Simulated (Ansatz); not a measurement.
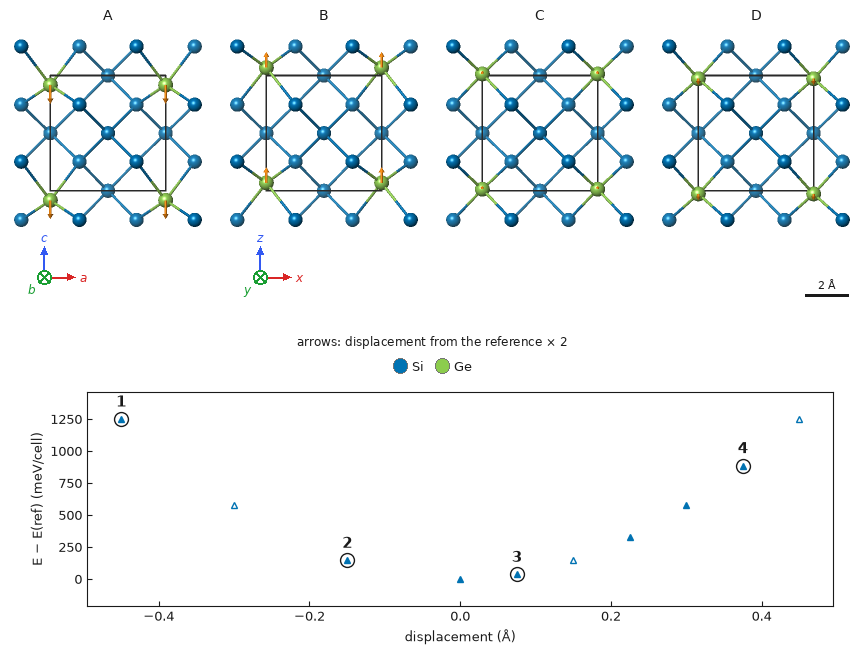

Crystalline Si$_{7}$Ge (P-43m): the Ge atom (one in each cell of 8 atoms) is moved along Cartesian [0 0 1], all else fixed. The frames are shuffled; the numbered points of the plot belong to them. Hollow markers are points alike by symmetry, not computed again. A ball-and-stick model of the cell of the calculation, seen along the b axis. Orange arrows: displacements from the reference.

All numbers below come from Ansatz, DFT r2SCAN, scalar-relativistic, plane waves, PAW. (plane-wave cutoff 500 eV; k-point mesh 6 × 6 × 6; occupations gaussian; smearing width 0.05 eV; no spin polarisation). Energies (free energies at the smearing named) are counted from the relaxed crystal.

### Match the frames to the points.

Point 1 is frame A (the displacement −0.45 Å, 1251 meV/cell); 2 is frame D (the displacement −0.15 Å, 148 meV/cell); 3 is frame C (the displacement 0.075 Å, 37 meV/cell); 4 is frame B (the displacement 0.375 Å, 887 meV/cell). Of the computed points the lowest is at the displacement 0.00 Å, 0 meV/cell. The end points stand at 1251 meV/cell (−0.45 Å) and 1251 meV/cell (0.45 Å). The curvature at zero is about 13 eV/Å². The well is symmetric. At the highest point the shortest interatomic distance is 2.16 Å, against 2.36 Å in the reference. The distortion takes the space group from P-43m to Cmm2.
